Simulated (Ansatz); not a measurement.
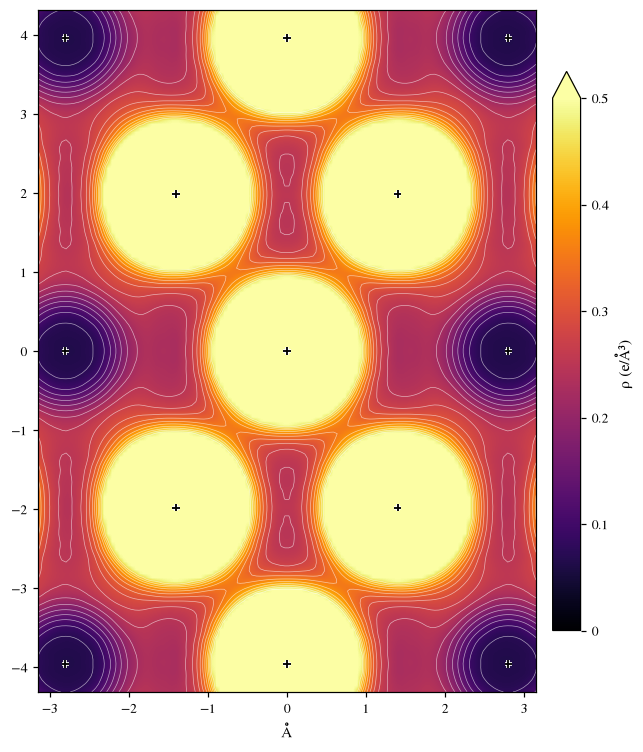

The valence pseudo-density on a plane through atoms (crosses mark nuclei in the plane).

The calculation used Ansatz, DFT PBE, scalar-relativistic, plane waves, PAW.

Candidates:
A. MgF₂, a = 4.75 Å, b = 4.75 Å, c = 3.12 Å, α = 90.00°, β = 90.00°, γ = 90.00°. Space group P4₂/mnm; changed on purpose from its base cell (volume × 1.03, shape and atoms relaxed); computed pressure about −2 GPa in this cell.
B. BN, a = 2.51 Å, b = 2.51 Å, c = 8.34 Å, α = 90.00°, β = 90.00°, γ = 120.00°. Space group P6₃/mmc; a structure from a database of computed crystals, not necessarily the ambient phase.
C. AlNi₃, a = 5.60 Å, b = 5.60 Å, c = 5.60 Å, α = 90.00°, β = 90.00°, γ = 90.00°. Space group Fm-3m; a structure from a database of computed crystals, not necessarily the ambient phase; computed pressure about 7 GPa in this cell; computed without spin polarisation.

Which system is this?

Candidate C: AlNi₃ on the (110) plane of the conventional cell, which holds Al and Ni. Al–Ni (2.43 Å): ρ at the midpoint is about 0.32 e/Å³. Ni–Ni (2.43 Å): ρ is about 0.35 e/Å³ halfway.
